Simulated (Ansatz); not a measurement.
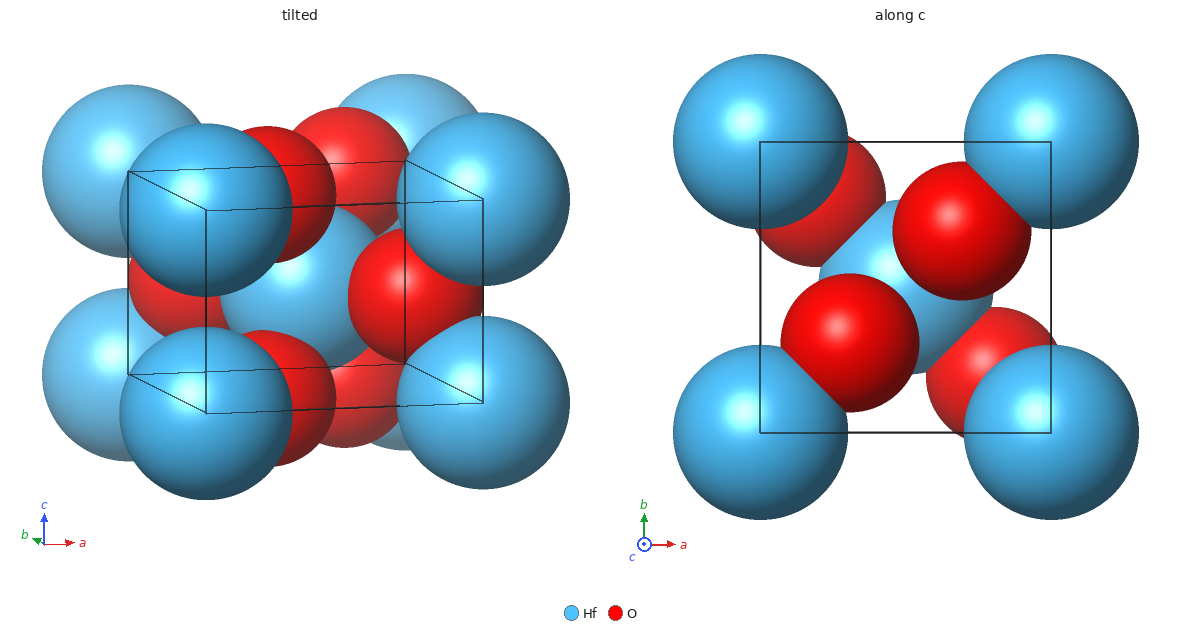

A space-filling picture of a crystal structure, seen slightly off an axis and along the c axis. The wireframe shows the conventional unit cell.

HfO$_{2}$, rutile, space group P4_2/mnm (No. 136), a = 4.645 Å, b = 4.645 Å, c = 3.314 Å, α = 90.00°, β = 90.00°, γ = 90.00°. Origin of the cell: a structure type filled with these elements by a generator (whether the compound takes this form wasn't checked). The cell was then strained or its atoms displaced on purpose. Ansatz was used for an electronic-structure calculation on it.

This one geometry was computed with Ansatz (DFT, plane waves, PAW) at four levels of theory: r2SCAN with spin-orbit coupling, r2SCAN, PBE and HSE06. It was relaxed with r2SCAN and then strained.

Q: Which level gives the highest pressure at this volume, and what does that say about its equilibrium volume?

A: Highest: PBE (16.3 GPa), which points to the largest equilibrium volume. Lowest, with the smallest volume: r2SCAN with spin-orbit coupling (10.9 GPa) and r2SCAN (11.2 GPa). Levels within 0.5 GPa of each other can't be told apart.

Q: How does the band gap change with the level of theory?

A: PBE: a gap of 4.08 eV, direct; r2SCAN: a gap of 4.61 eV, direct; r2SCAN with spin-orbit coupling: a gap of 4.62 eV, direct; HSE06: a gap of 5.72 eV, direct.

Q: Collect the results in a table.

A:
| level | cutoff (eV) | k-mesh of the run's cell | gap (eV) | pressure (GPa) |
| --- | --- | --- | --- | --- |
| r2SCAN with spin-orbit coupling | 500 | 6×6×8 | 4.62 | 10.9 |
| r2SCAN | 500 | 6×6×8 | 4.61 | 11.2 |
| PBE | 420 | 6×6×8 | 4.08 | 16.3 |
| HSE06 | 420 | 4×4×4 | 5.72 | 11.5 |

Gaps are taken on the k-mesh or band path of each run.
